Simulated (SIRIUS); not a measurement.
System: Li.

Input file:

```
{
  "control": {
    "processing_unit": "cpu",
    "std_evp_solver_name": "lapack",
    "gen_evp_solver_name": "lapack",
    "verbosity": 2,
    "print_forces": true,
    "ortho_rf": true,
    "use_second_variation": true,
    "rmt_max": 3.0,
    "num_bands_to_print": 10,
    "save_wf": true
  },
  "parameters": {
    "electronic_structure_method": "full_potential_lapwlo",
    "xc_functionals": ["XC_GGA_X_PBE", "XC_GGA_C_PBE"],
    "core_relativity": "dirac",
    "valence_relativity": "iora",
    "num_fv_states": 10,
    "smearing": "fermi_dirac",
    "smearing_width": 0.0018374661,
    "pw_cutoff": 20,
    "gk_cutoff": 3.0,
    "lmax_apw": 10,
    "lmax_rho": 8,
    "lmax_pot": 8,
    "num_mag_dims": 0,
    "auto_rmt": 0,
    "ngridk": [10, 10, 5],
    "shiftk": [0, 0, 0],
    "num_dft_iter": 80,
    "energy_tol": 1e-07,
    "density_tol": 1e-05,
    "use_symmetry": true
  },
  "settings": {"tol_ne": 1e-10},
  "iterative_solver": {"type": "exact"},
  "mixer": {"type": "anderson", "beta": 0.5, "max_history": 8},
  "unit_cell": {
    "lattice_vectors": [[5.8789379737, 0.0, 0.0], [-2.9394689869, 5.0913096326, 0.0], [0.0, 0.0, 9.6243751527]],
    "atom_types": ["Li"],
    "atom_files": {"Li": "Li.json"},
    "atoms": {"Li": [[0.66777, 0.336748, 0.755337], [0.330893, 0.671428, 0.245659]]}
  }
}
```

Run with:

```sh
OMP_NUM_THREADS=1 sirius.scf --input=sirius_start.json --output=start.json
OMP_NUM_THREADS=1 sirius.scf --input=sirius.json --output=output.json --task=1
```

Below, planes, directions and counts refer to the conventional cell (a = 5.39 Å, b = 3.11 Å, c = 5.09 Å, α = 90.00°, β = 90.00°, γ = 90.00°).

Space group C2/m.

The calculation used SIRIUS, Kohn-Sham DFT of a periodic cell, PBE, all-electron FP-LAPW.

> What will maps of the electron density show?

Li–Li (3.11 Å): the density is about 0.05 e/Å³ at the midpoint.

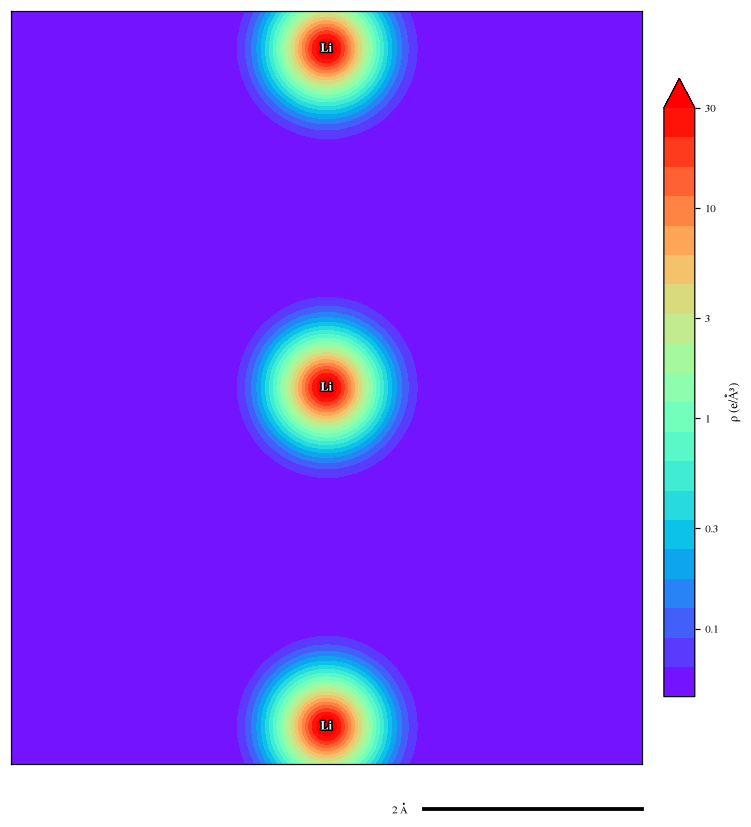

Computed electron density on the (11̄0) plane of the conventional cell. Atoms just off the plane (Li, 0.9 Å away) can leave unmarked features too.
